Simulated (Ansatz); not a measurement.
# ZnO (P6_3mc): how ε∞ follows the gap

The empty bands of ZnO (P6_3mc) are shifted up rigidly by Δ, and ε∞ along x is computed for each shift. x, y and z are the Cartesian axes of the input cell.

The structure is hexagonal, space group P6_3mc (No. 186). The conventional cell has a = 3.249 Å, b = 3.249 Å, c = 5.206 Å, α = 90.00°, β = 90.00°, γ = 120.00°. Zn on site b has 4 O at 1.97 to 1.98 Å as nearest neighbours. O on site b has 4 Zn at 1.97 to 1.98 Å as nearest neighbours.

Method: Ansatz 0.2.0, PBE, independent particles, k-mesh 9×9×5 with interpolation inside its cells, Gaussian parameter 0.1 eV.

Launch of the response step: `ansatz run input.yaml --threads 4 --pin off --max-ram 8192MiB --backend cpu --events-out ev --progress --plain --runs-dir out`. The series took 2.0 min in all, on 4 threads of Intel(R) Xeon(R) Platinum 8375C CPU @ 2.90GHz (Ice Lake), with other jobs on the host.

```
Δ (eV)  ε∞ along x
  0.00       5.194
  0.40       4.802
  0.80       4.518
  1.20       4.294
  1.60           ?
  2.00       3.954
```

With one effective transition at E₀ and fixed dipole strength, ε∞ − 1 = A/(E₀ + Δ), so 1/(ε∞ − 1) is linear in Δ.

Working, on the rows shown:

| x = Δ (eV) | y = 1/(ε∞ − 1) |
| --- | --- |
| 0 | 0.238436 |
| 0.4 | 0.263019 |
| 0.8 | 0.284252 |
| 1.2 | 0.303582 |
| 2 | 0.338524 |

Means: x̄ = 0.88, ȳ = 0.28556. Σ(x − x̄)(y − ȳ) = 0.1175, Σ(x − x̄)² = 2.368. Slope = 0.1175 / 2.368 = 0.04961; intercept = ȳ − slope · x̄ = 0.2419. Turned back into ε∞ along x, the line misses the rows shown by at most 0.06.

Problem. What does the fit predict for the withheld row, and how well does it do?

Solution. At x = 1.6 the line gives y = 0.32128, that is 4.113. The run gave 4.111, so the interpolation is off by 0.0015, 0.1 % of the range in the table.

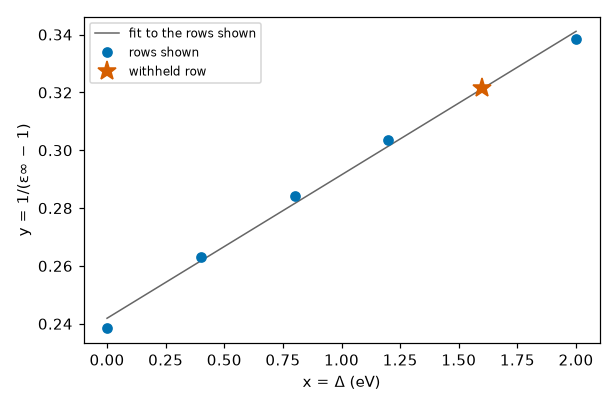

Refitted with all rows, the slope is 0.04965 and the intercept 0.2419. These give E₀ = intercept/slope = 4.9 eV, far above the least direct gap of 0.80 eV: most of the screening comes from transitions well over the edge. Over the first step ε∞ falls by 19 % per eV. Excitons are left out and so are local fields; PBE gaps are as a rule too small.

[Logs are printed without paths, hosts, clocks, repeated set-up lines and the standing remarks that a program may print on its own settings, such as how far it seeks lower states.]
